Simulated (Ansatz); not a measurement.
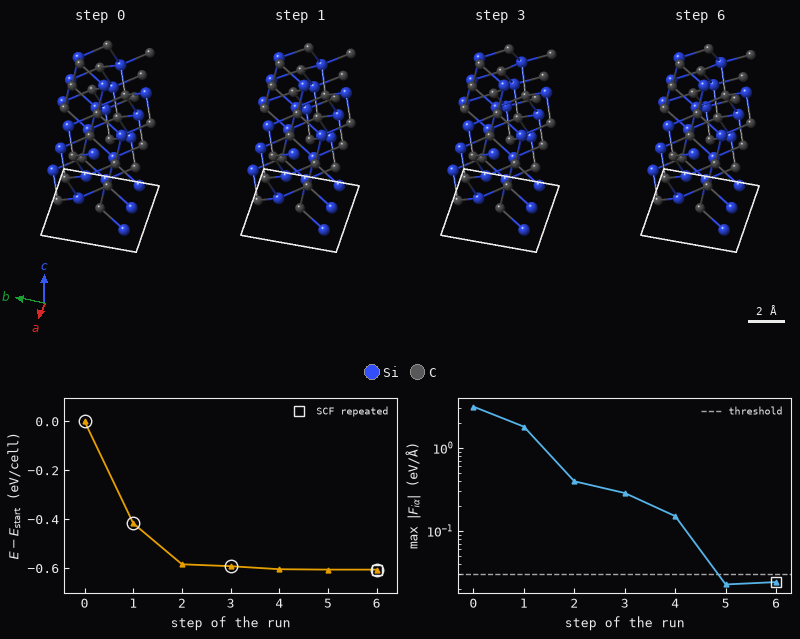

Frames of a constrained relaxation of a slab of composition SiC (cut from the P6_3mc phase), marked on the history of the run. A ball-and-stick model of the 3 × 1 repeat of the cell, outlined in the plane, without the vacuum (origin shifted), seen from a free direction.

Case: clean slab, lower half held. The slab is the (1 0 1) face of SiC. 8 atoms are held fixed.

The calculation used Ansatz, DFT r2SCAN, scalar-relativistic, plane waves, PAW.

Input file:
```yaml
crystal:
  lattice:
    - [3.0751950066, 0.0, 0.0]
    - [-1.5375975033, 5.7075920364, 0.0]
    - [0.0, 0.0, 25.3442851318]
  atoms:
    - { symbol: Si, position: [0.8752036702, 0.7504073404, 0.3353813278] }
    - { symbol: Si, position: [0.1433471043, 0.2866942087, 0.3508713762] }
    - { symbol: C, position: [0.7282157404, 0.4564314808, 0.3703077531] }
    - { symbol: C, position: [0.9963591745, 0.9927183491, 0.3857978015] }
    - { symbol: Si, position: [0.484064275, 0.9681285499, 0.4283216181] }
    - { symbol: Si, position: [0.7522077091, 0.5044154182, 0.4438116664] }
    - { symbol: C, position: [0.3370763452, 0.6741526903, 0.4632480433] }
    - { symbol: C, position: [0.6052197793, 0.2104395586, 0.4787380917] }
    - { symbol: Si, position: [0.0929248797, 0.1858497595, 0.5212619083] }
    - { symbol: Si, position: [0.3610683139, 0.7221366277, 0.5367519567] }
    - { symbol: C, position: [0.9459369499, 0.8918738998, 0.5561883336] }
    - { symbol: C, position: [0.2140803841, 0.4281607681, 0.5716783819] }
    - { symbol: Si, position: [0.7017854845, 0.403570969, 0.6142021985] }
    - { symbol: Si, position: [0.9699289186, 0.9398578372, 0.6296922469] }
    - { symbol: C, position: [0.5547975547, 0.1095951094, 0.6491286238] }
    - { symbol: C, position: [0.8229409888, 0.6458819776, 0.6646186722] }
basis:
  ecutwfc: 500
kpoints:
  mp_grid: { grid: [9, 5, 1] }
hamiltonian:
  xc: r2scan
scf:
  occupations: { method: gaussian, width: 0.05 }
output:
  forces: true
  eigenvalues: true
  write_density: true
  write_potential: true
  elf: true
  volumetric_format: npy
relax:
  adjacent_minimum: "off"
  f_tol: 0.03
  max_steps: 70
  constraints: [{ sites: [0, 1, 2, 3, 4, 5, 6, 7] }]
efield:
  axis: 3
  dipole_correction: true
  ramp_width: 0.04
```

Launched with:
```bash
ansatz run input.yaml --threads 2 --pin off --max-ram 5120MiB --backend cpu --events-out ev --progress --plain --runs-dir out
```

> What happens along the run?

The largest move is that of C15, 0.22 Å at 15° to the normal (−c side). Largest moves by element: C 0.22 Å, Si 0.16 Å. The cell stays as it was. Near-neighbour distances that change, for instance: C11–Si14 1.883 → 2.052 Å, Si14–C16 1.897 → 1.813 Å, Si13–C16 1.883 → 1.803 Å, Si14–C15 1.883 → 1.806 Å. Bond angles that change, for instance: C11–Si14–C15 109.5° → 97.4°, Si13–C16–Si14 109.5° → 119.9°, C15–Si14–C16 109.5° → 118.0°. After 5 accepted moves (6 points after the start) the energy has fallen by 0.606 eV per cell of the calculation. The largest force component goes from 3.1 to 0.024 eV/Å. 1 step only repeated the SCF at the same geometry. Cost: 11 min on 2 threads of Arm Neoverse V2 (shared host), peak memory 1.6 GiB. From step 0 to 1: C15 moves most (0.17 Å), energy −0.417 eV per cell of the calculation. From step 1 to 3: Si14 moves most (0.16 Å), energy −0.175 eV per cell of the calculation. From step 3 to 6: C16 moves most (0.06 Å), energy −14.0 meV per cell of the calculation.

```json
{"step": "0", "E − E(0), meV/atom": "0.00", "largest force component, eV/Å": "3.1453", "note": ""}
{"step": "1", "E − E(0), meV/atom": "-26.04", "largest force component, eV/Å": "1.8062", "note": ""}
{"step": "2", "E − E(0), meV/atom": "-36.49", "largest force component, eV/Å": "0.3970", "note": ""}
{"step": "3", "E − E(0), meV/atom": "-36.97", "largest force component, eV/Å": "0.2867", "note": ""}
{"step": "4", "E − E(0), meV/atom": "-37.74", "largest force component, eV/Å": "0.1510", "note": ""}
{"step": "5", "E − E(0), meV/atom": "-37.85", "largest force component, eV/Å": "0.0227", "note": ""}
{"step": "6", "E − E(0), meV/atom": "-37.85", "largest force component, eV/Å": "0.0243", "note": "same geometry, SCF repeated"}
```
